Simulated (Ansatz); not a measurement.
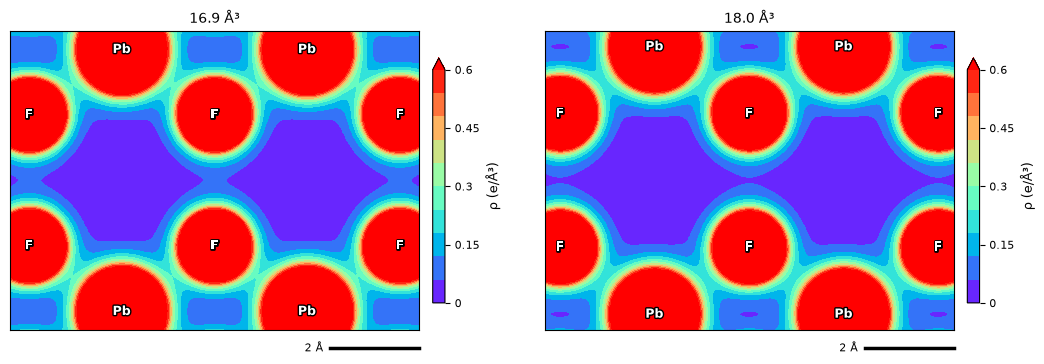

PbF₂. The valence charge density (pseudo) of cells scaled evenly to different volumes (given per atom above each panel), on the (11̄0) plane of each (indices in the axes of the cell below), at one length scale and on one colour scale.

Computed with DFT PBE, scalar-relativistic, plane waves, PAW in Ansatz 0.2.0.

The largest cell:

```xyz
3
Lattice="0.0000 3.0000 3.0000 3.0000 0.0000 3.0000 3.0000 3.0000 0.0000" Properties=species:S:1:pos:R:3 pbc="T T T"
Pb    0.0000    0.0000    0.0000
F     1.5000    1.5000    1.5000
F     4.5000    4.5000    4.5000
```

| volume (Å³/atom) | Pb–F contact in the plane (Å) | ρ at its midpoint (e/Å³) | pressure (GPa) | gap on the mesh (eV) | 
| --- | --- | --- | --- | --- |
| 16.92 | 2.545 | 0.265 | 4.8 | 4.41 | 
| 17.46 | 2.572 | ? | ? | ? | 
| 18.00 | 2.598 | 0.236 | 0.0 | 4.42 | 

> Estimate the missing row, and compare with the calculation.

Over the known rows ln ρ falls by 2.19 per Å of Pb–F distance (the line through the two), which gives 0.250 e/Å³ at 2.572 Å; the calculation gives 0.250 e/Å³. For the pressure, a straight line in volume between the neighbouring rows gives 2.4 GPa; the calculation gives 2.2. For the gap on the mesh, a straight line in volume between the neighbouring rows gives 4.42 eV; the calculation gives 4.42.
